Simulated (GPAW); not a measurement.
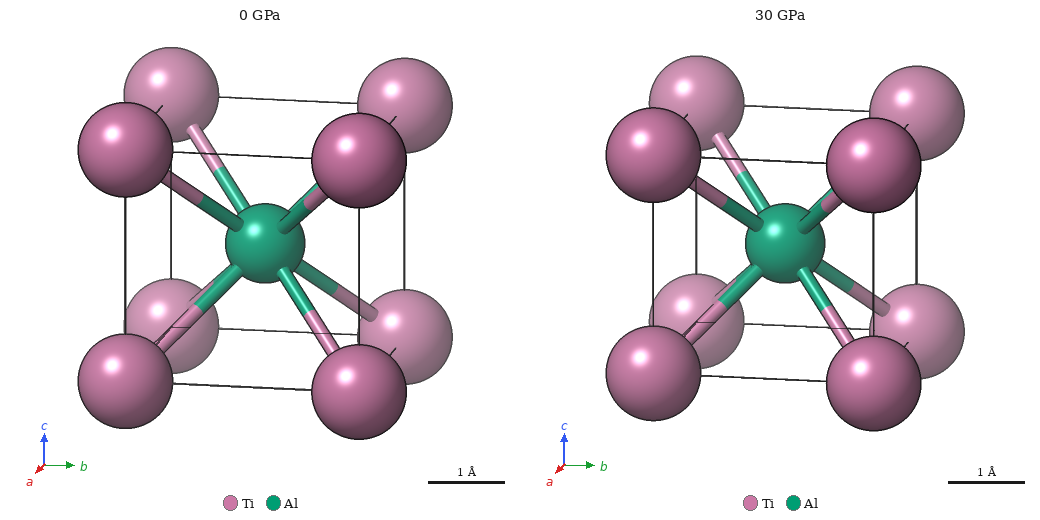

TiAl, caesium chloride (CsCl, B2) type, space group Pm-3m (No. 221), relaxed (cell and atoms) under a series of hydrostatic pressures; the conventional cell is drawn at the lowest and the highest, to one scale (sticks follow a distance rule). The start was a structure listed in the Materials Project. It needn't be the stable form of this composition.

Alike in all runs: GPAW 26.7.0; functional PBEsol; potentials PAW data sets generated in the run's folder for this functional; cutoff 600 eV; k mesh 8 × 8 × 8 on the run's cell of 2 atoms; occupations fermi-dirac, width 0.05 eV; no spin polarisation; no spin-orbit coupling.

| pressure (GPa) | volume (Å³/atom) | a (Å) |
| --- | --- | --- |
| 0.0 | 15.720 | 3.156 |
| 2.1 | 15.458 | 3.139 |
| 5.0 | 15.132 | 3.116 |
| 10.0 | ? | ? |
| 19.8 | 13.830 | 3.024 |
| 30.0 | 13.174 | 2.976 |

Fit a third-order Birch-Murnaghan equation to the rows given and use it to fill in the volume that is left out.

The fit gives V0 = 15.73 Å³/atom, B0 = 120 GPa and B0′ = 3.9, which puts the volume at 10.0 GPa at 14.63 Å³/atom. The run gave volume 14.634 Å³/atom; a 3.082 Å.

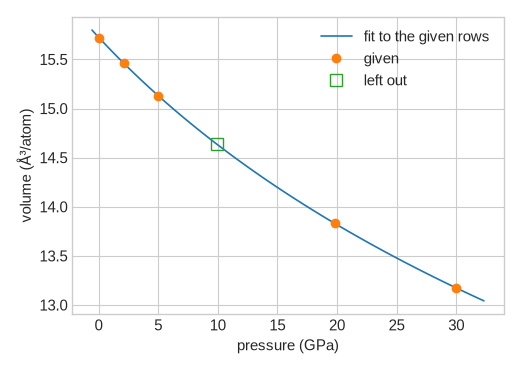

Volume against pressure, with the fit. The structure was kept in its own symmetry, so a change to another phase within this range wouldn't be seen.

Caveat: later steps reuse the first step's grids.
